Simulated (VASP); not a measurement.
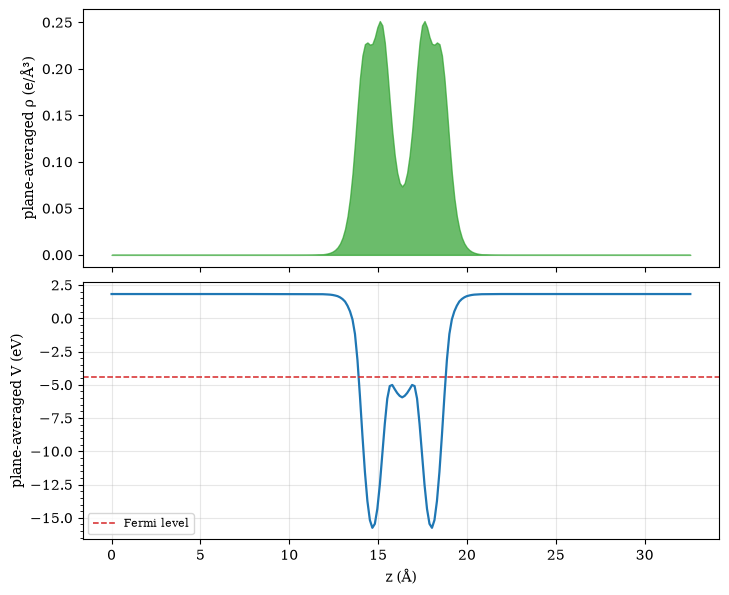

Figure. MgI$_{2}$ (slab). Plane average of the electrostatic potential energy of an electron and of the valence electron density across the slab.

The calculation used Kohn-Sham DFT of a periodic cell, PBE with D3(BJ), VASP PAW PBE potentials, recommended (VASP).

**How far above the Fermi level of the calculation is the vacuum level?**

6.3 eV. The slab has a gap, so the Fermi level lies inside it and this isn't a work function in the metallic sense.

**How thick is the slab, and how wide the vacuum?**

The outermost nuclei are 3.4 Å apart, in 3 atomic planes; the vacuum between periodic images is 29.3 Å wide.
